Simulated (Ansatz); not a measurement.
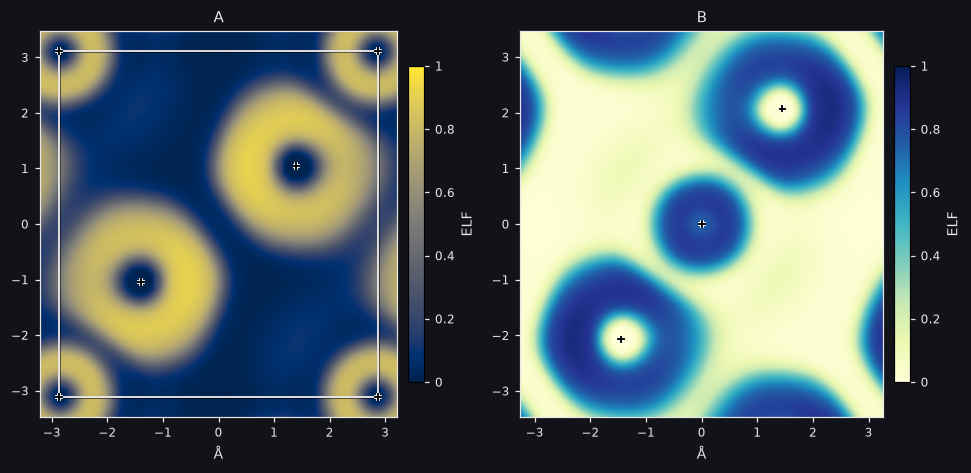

The electron localisation function of 2 systems, each on a plane through atoms (crosses mark nuclei in the plane).

Computed with Ansatz 0.2.0, DFT, HSE06, plane waves, PAW.

System 1: ZrS$_{2}$, the (110) plane of the conventional cell. Space group P-3m1; started from the 1T (CdI2) bulk prototype, which need not be the ambient phase; changed on purpose from its base cell (hydrostatic strain -2.0%); computed pressure about 3 GPa in this cell.

System 2: HfS$_{2}$, the (110) plane of the conventional cell. Space group P-3m1; started from the 1T (CdI2) bulk prototype, which need not be the ambient phase; changed on purpose from its base cell (hydrostatic strain -1.0%); computed pressure about 3 GPa in this cell.

Q: Match each panel to its system.

A: Panel A is system 1, ZrS$_{2}$: the plane holds Zr and S. Zr–S (2.55 Å): the ELF peaks at about 0.85 in the valence shell of S, 0.8 Å from its nucleus, and is about 0.40 at the midpoint. Panel B is system 2, HfS$_{2}$: the plane holds Hf and S. Hf–S (2.53 Å): the ELF peaks at about 0.85 in the valence shell of S, 0.8 Å from its nucleus, and is about 0.40 at the midpoint.
